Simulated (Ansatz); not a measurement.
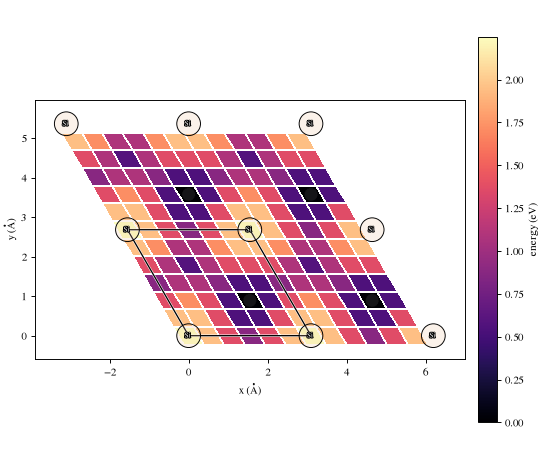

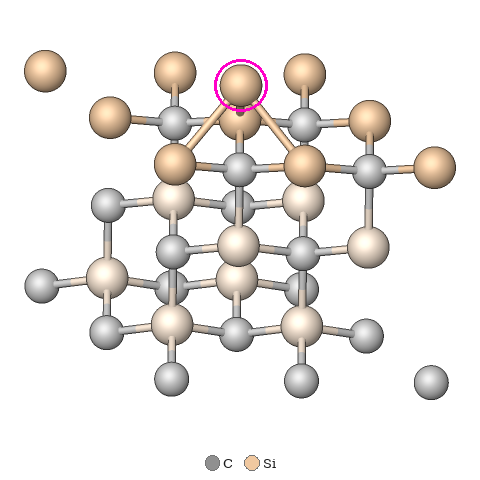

Energy landscape of Si on a SiC(111) slab cut from the F-43m phase, its upper half relaxed before the scan (24 atoms of substrate and one adsorbate in a 2 × 2 cell). Si is moved over the surface cell; relaxed at each place: the height of the adsorbate's atoms; substrate rigid; the origin of the map has the adsorbate above Si21. Places are given modulo a cell vector. The map is drawn in real space over the plane of the surface. The grid has 6 × 6 points; 10 points were computed and 26 follow by symmetry. Places are given in fractions of the 1 × 1 surface cell. All energies are given in eV relative to the lowest grid point. Energies and slopes of some neighbouring points disagree (a jump in structure or state, or too coarse a mesh). The magnetic moment jumps between some neighbouring points. Computed with DFT PBE, scalar-relativistic, plane waves, PAW in Ansatz 0.2.0. Settings: cutoff 420 eV, k-mesh 6×6×1, gaussian smearing 0.05 eV, spin-polarised.

The picture shows one coloured cell a grid point, labelled circles for the atoms of the top layer and small ones for the second layer, the outline of one cell of the 2 × 2 shown. The second picture is the structure at the lowest point; rings mark the moved atoms.

> Summarise what can be read from the map.

The lowest grid point is at a threefold hollow over a second-layer C atom, (4/6, 2/6) of the cell vectors. The highest grid point, the top site over a surface Si atom, (0/6, 0/6) of the cell vectors, lies 2.25 eV above the lowest. At the lowest point the adsorbate has 1 C at 2.20 Å as nearest neighbours, at the highest 1 Si at 2.31 Å. Its relaxed height above the top atom is 1.68 Å at the lowest and 2.31 Å at the highest point.

Time for the 10 points that were run: 55 min on 4 threads of Arm Neoverse N1 (shared host).

PAW datasets: the set soft_1.
